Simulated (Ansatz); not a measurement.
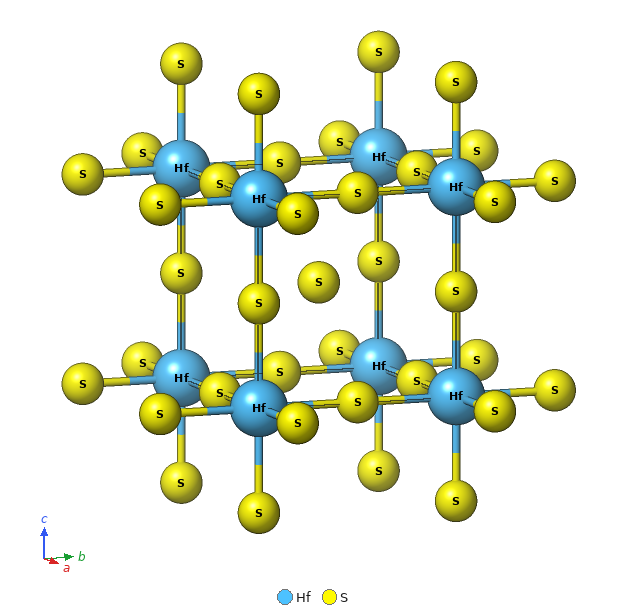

This ball-and-stick model is shown slightly off an axis. The wireframe shows the conventional unit cell. Outside the box, the atoms bonded to those within are drawn. Cell: a = 4.92 Å, b = 4.92 Å, c = 4.92 Å, α = 90.00°, β = 90.00°, γ = 90.00°.

The model was built from a structure type filled with these elements by a generator (whether the compound takes this form wasn't checked). Earlier steps of the study, as a rule a relaxation of our own, may have changed the cell and positions, so they can lie some per cent off the listed ones. An electronic-structure calculation with Ansatz was run on it.

Characterise what is shown.

Answer. The solid is HfS4. Its lattice is primitive cubic, its space group Pm-3m (No. 221). One cell contains 1 Hf, 4 S, 5 atoms in all. Each Hf atom is coordinated by six S in an octahedral arrangement at about 2.5 Å. S takes two kinds of site: 3d with two Hf in a linear arrangement at about 2.5 Å; 1b with no bonds drawn. The bonds build a three-dimensional framework; some S atoms get no bond from the drawing's distance rule.

Computational set-up: DFT PBE, scalar-relativistic, plane waves, PAW in Ansatz, a kinetic-energy cutoff of 420 eV, 8×8×8 k-mesh, Gaussian smearing of 0.1 eV, no spin polarisation.

Metal or not?

Answer. A metal: bands cross the Fermi level.

How are the electrons shared out in a Bader analysis?

Answer. Hf +2.12 e; S -0.69 to -0.06 e.

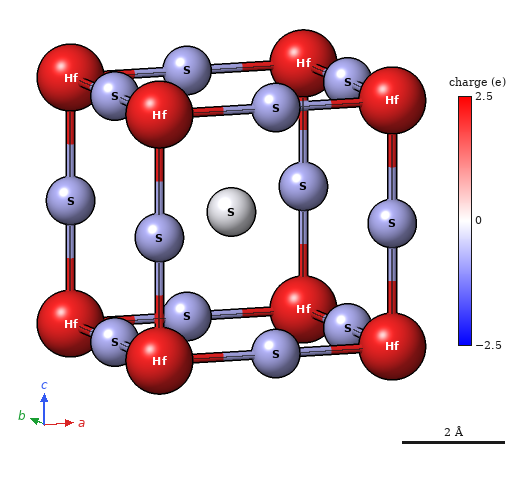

The atoms coloured by those charges. The run's cell of 5 atoms is drawn.

Is this an equilibrium geometry for the method given?

Answer. Yes. All forces vanish to within 0.01 eV/Å. The pressure is 0.0 GPa, close to zero.
